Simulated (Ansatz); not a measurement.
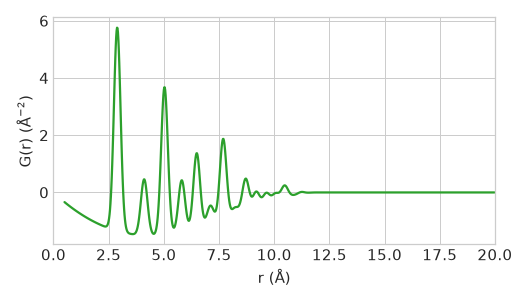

Simulated X-ray pair distribution function, G(r) = R(r)/r − 4πρ₀r, summed over the atomic distances of the structure with each pair weighted by the product of the atomic numbers (X-ray weights at Q = 0); every distance is a Gaussian of σ = 0.15 Å, for spherical particles of Ti with the bulk structure: the bulk G(r) is multiplied by the envelope of a sphere of diameter D, 1 − 3r/2D + r³/2D³, with no surface relaxation. The number density is 0.0574 atoms per Å³. Basis of the simulation: the input geometry of an electronic-structure calculation (not necessarily at equilibrium); the starting structure was generated, so it need not be a known form of this composition.

How large are the particles?

About 12 Å (1.2 nm): the signal vanishes at r = D, fading from view somewhat earlier.

Roughly how many atoms does one particle hold?

About 52 (number density 0.0574 Å⁻³ times πD³/6).
